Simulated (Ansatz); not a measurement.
System: SiC.

Input file:

```
crystal:
  lattice:
    - [2.5765145466, 0.0, 0.0]
    - [0.0, 3.3574656253, 0.0]
    - [0.0, 0.0, 4.9411647832]
  atoms:
    - { symbol: C, position: [0.75, 0.0, 0.9125510269] }
    - { symbol: C, position: [0.25, 0.0, 0.0874489731] }
    - { symbol: Si, position: [0.25, 0.5, 0.2924326166] }
    - { symbol: Si, position: [0.75, 0.5, 0.7075673834] }
kpoints:
  mp_grid: { grid: [6, 6, 4] }
hamiltonian:
  xc: pbe
scf:
  occupations: { method: fermi_dirac, width: 0.02 }
  n_extra_bands: 5
output:
  forces: true
  stress: true
  eigenvalues: true
  write_density: true
  write_potential: true
  elf: true
  volumetric_format: npy
```

Command:

```sh
ansatz run input.yaml --threads 4 --pin off --max-ram 3686MiB --backend cpu --events-out ev --progress --plain --runs-dir out
```

Below, planes, directions and counts refer to the conventional cell (a = 2.58 Å, b = 3.36 Å, c = 4.94 Å, α = 90.00°, β = 90.00°, γ = 90.00°).

Space group Pmma; started from the ordered alloy on diamond lattice prototype, which need not be the ambient phase; not relaxed (largest force 0.3 eV/Å); computed pressure about 2 GPa in this cell.

All numbers below come from Ansatz, DFT, PBE, plane waves, PAW.

Predict the valence pseudo-density and electron localisation function between the atoms.

Si–C (1.96 Å): ρ at the midpoint is about 0.79 e/Å³; the ELF peaks at about 0.90 between the atoms; a covalent bond.

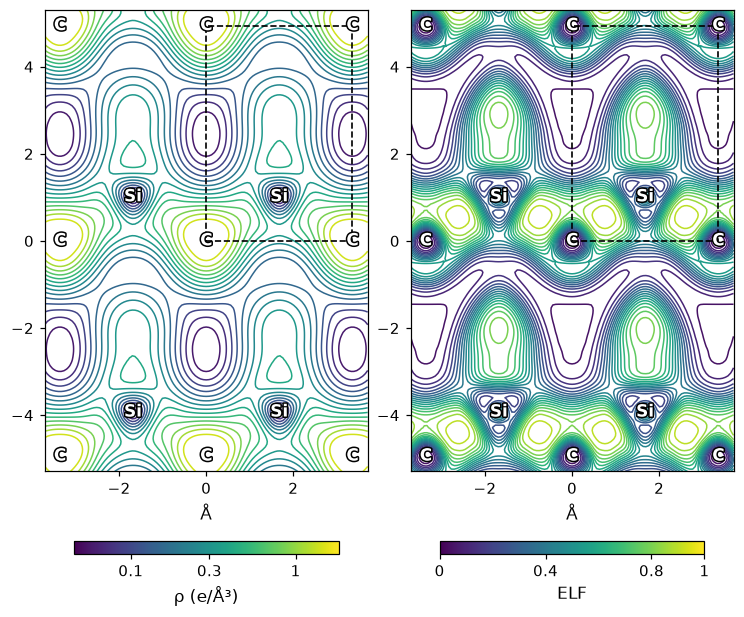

Computed valence pseudo-density and electron localisation function on the (100) plane of the conventional cell, in this order. 
